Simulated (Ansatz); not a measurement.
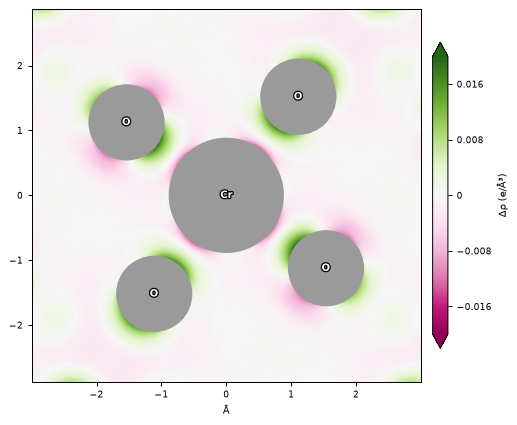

CrO2: difference of two self-consistent densities at the same geometry, ρ(PBE+U) − ρ(PBE), on the (111) plane of the conventional cell. Grey discs cover the cores, where the PAW densities can't be compared. Cores are masked to 0.9 Å (Cr) and 0.6 Å (O).

Space group P4_2/mnm; spin-polarised. Effective Hubbard U: 3.7 eV on Cr d.

Both runs: Ansatz, scalar-relativistic, plane waves and PAW, same cutoff, k-points and PAW files (made with PBE).

### How does the change of level move the electrons?

Against PBE, and outside the masked cores, the largest gain lies at the edge of the masked core of O, and the largest loss lies at the edge of the masked core of O. Bader charges are Cr +1.99 and O −0.99 e with PBE and Cr +2.01 and O −1.00 e with PBE+U. At this volume the pressure is 2 GPa with PBE and 10 GPa with PBE+U. The integrated |spin density| goes from 4.6 to 6.0 μB in the cell of the calculation, and part of the map comes from this change.
